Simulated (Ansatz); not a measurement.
```xyz
8
Lattice="5.1122 0.0000 0.0000 0.0000 3.3478 0.0000 0.0000 0.0000 5.5606" Properties=species:S:1:pos:R:3 pbc="T T T"
Si    1.6416    2.5109    0.4661
Si    0.9145    0.8370    3.2464
Si    4.1977    2.5109    2.3141
Si    3.4705    0.8370    5.0944
Ni    0.0395    0.8370    1.0498
Ni    2.5166    2.5109    3.8301
Ni    2.5955    0.8370    1.7305
Ni    5.0727    2.5109    4.5108
```

Space group Pnma; computed without spin polarisation.

All numbers below come from DFT r2SCAN, scalar-relativistic, plane waves, PAW (Ansatz).

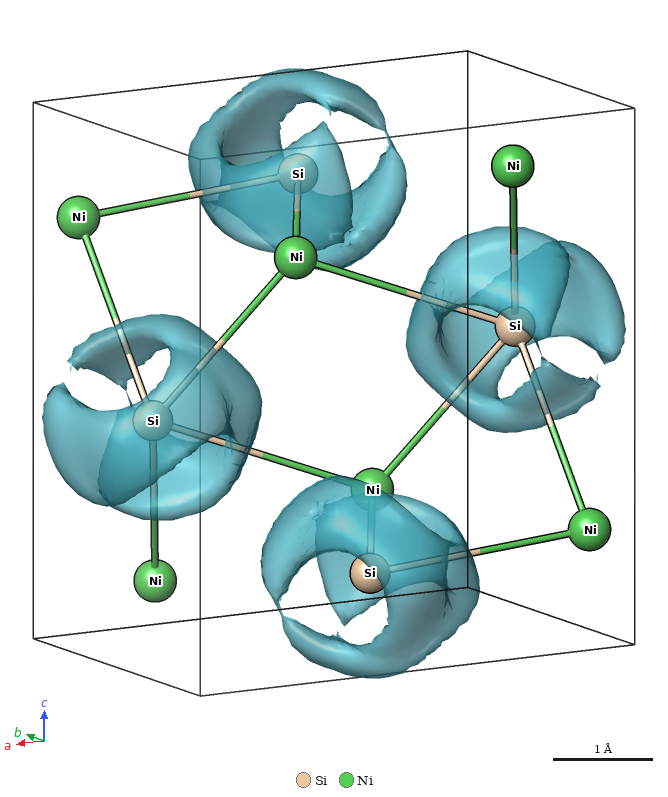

SiNi. Isosurface of the ELF at 0.65 (cyan), seen at an oblique angle. Core shells and regions of very low density are left out. Sticks mark near contacts.

In a PAW calculation such maps are meaningful between the atoms, not at the nuclei.

Describe the localisation domains.

At this value the surface marks out four regions wrapped around Si (the valence shell of each), counted in one cell of 8 atoms. Regions shared between cells count once.

Values along the shortest contacts:
Si–Ni (2.26 Å): the ELF peaks at about 0.70 in the valence shell of Si, 0.9 Å from its nucleus, and is about 0.50 at the midpoint. Si–Ni (2.30 Å): the ELF peaks at about 0.75 in the valence shell of Si, 0.9 Å from its nucleus, and is about 0.55 at the midpoint.

Metal or insulator at this level of theory?

It is metallic or semimetallic at this level of theory: no gap opens.
